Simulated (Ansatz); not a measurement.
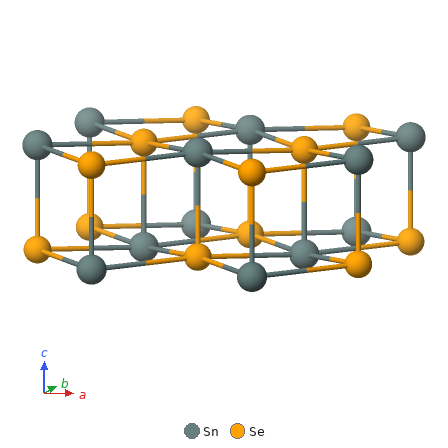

System: SnSe, space group P4/nmm (No. 129). The picture shows the slab (repeated in the plane, vacuum cut away).

The given structure:
```xyz
4
Lattice="4.2853 0.0000 0.0000 0.0000 4.2853 0.0000 0.0000 0.0000 10.9907" Properties=species:S:1:pos:R:3 pbc="T T T"
Sn    2.1427    0.0000    4.0911
Sn    0.0000    2.1427    6.8996
Se    2.1427    0.0000    6.7707
Se    0.0000    2.1427    4.2200
```

Computed with Ansatz 0.2.0: all atoms of one element of a crystal moved along a line, all else fixed, by plane-wave density functional theory with PAW datasets, free energies less that of the undisturbed cell; scalar-relativistic. Level: r2SCAN, no spin polarisation.

- wave cutoff: 500 eV
- k mesh: 6×6×4
- occupations: Gaussian
- smearing width: 0.05 eV
- k shift: (0, 0, 0) (mesh steps)
- start: as given
- moved element: Sn
- direction: (0, 0, 1) (Cartesian unit vector)

The points at displacement −0.075, −0.025, 0.05 and 0.1 follow from computed ones by symmetry.

Describe the result: the energy change against displacement. The displacement takes the values −0.1000, −0.0750, −0.0500, −0.0250, 0.0000, 0.0125, 0.0250, 0.0375, 0.0500, 0.0625, 0.0750, 0.0875, 0.1000 Å.

The energy rises on both sides of the starting structure, which is therefore a minimum along this path. The energy change is 0.0719 eV/cell at displacement −0.1000 Å and 0.0719 eV/cell at 0.1000 Å; the lowest computed point is at displacement 0.0000 Å (0.0000 eV/cell), and no other minimum shows. The harmonic force constant k (E = k x²/2 near the start) is 14.3 eV/Å².

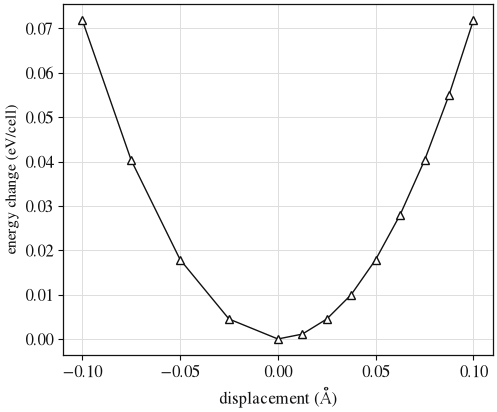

Limits of the calculation: reference crystal is not relaxed.
